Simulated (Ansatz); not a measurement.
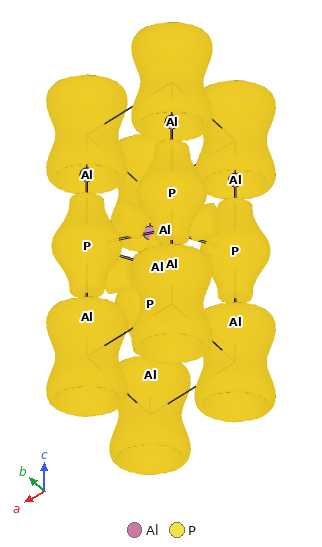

Figure. Al4P. Isosurface of the ELF at 0.7 (yellow), seen at an oblique angle. Core shells and regions of very low density are left out. Sticks mark near contacts.

Space group P6/mmm; a structure generated by program, which may or may not match a known phase; computed without spin polarisation.

Level of theory: Ansatz, DFT PBE, scalar-relativistic, plane waves, PAW.

Core electrons are frozen (PAW), and the valence fields are smoothed inside the atomic spheres.

Where are the electrons localised?

At this value the surface marks out four regions between bonded Al–Al atoms and one region on P in which the atom's valence shell and bonds are merged, counted in one cell of 5 atoms. Any copies at cell faces, edges or corners count once. Along the contacts the grid gives the following. Al–P (2.39 Å): the ELF peaks at about 0.90 between the atoms. Al–Al (2.60 Å): the ELF peaks at about 0.80 between the atoms.

Metal or insulator at this level of theory?

It is metallic or semimetallic at this level of theory: no gap opens.
